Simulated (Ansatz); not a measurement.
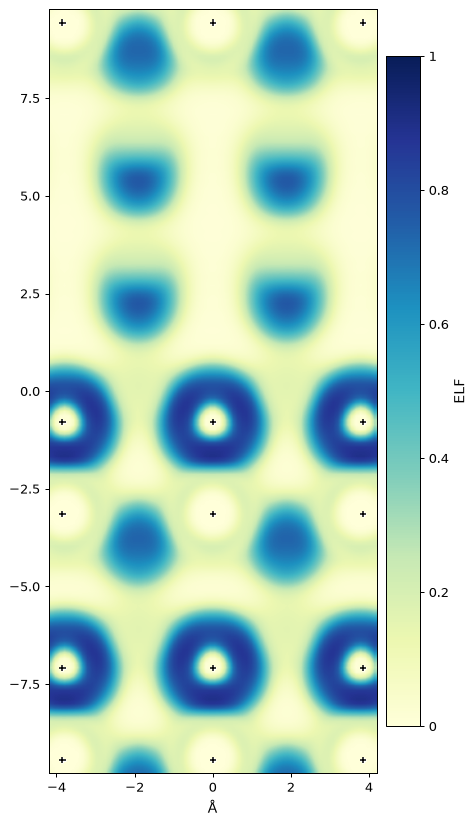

The ELF on a plane through atoms (crosses mark nuclei in the plane).

Method: DFT PBE, scalar-relativistic, plane waves, PAW (Ansatz).

Candidates:
A. ZnS, a = 3.85 Å, b = 3.85 Å, c = 18.87 Å, α = 90.00°, β = 90.00°, γ = 120.00°. Space group P6₃mc; a structure from a database of computed crystals, not necessarily the ambient phase.
B. PtSe2, a = 3.83 Å, b = 3.83 Å, c = 6.07 Å, α = 90.00°, β = 90.00°, γ = 120.00°. Space group P-3m1; a structure from a database of computed crystals, not necessarily the ambient phase; changed on purpose from its base cell (biaxial strain in the a-b plane, c and atoms relaxed: +2.0 %).
C. MnH3, a = 3.38 Å, b = 3.38 Å, c = 3.38 Å, α = 90.00°, β = 90.00°, γ = 90.00°. Space group Pm-3n; started from the A15_223 prototype, which need not be the ambient phase; spin-polarised.

**Which system is this?**

Candidate A: ZnS on the (100) plane of the conventional cell, which holds Zn and S. Zn–S (2.36 Å): the ELF peaks at about 0.90 in the valence shell of S, 0.9 Å from its nucleus, and is about 0.55 at the midpoint.
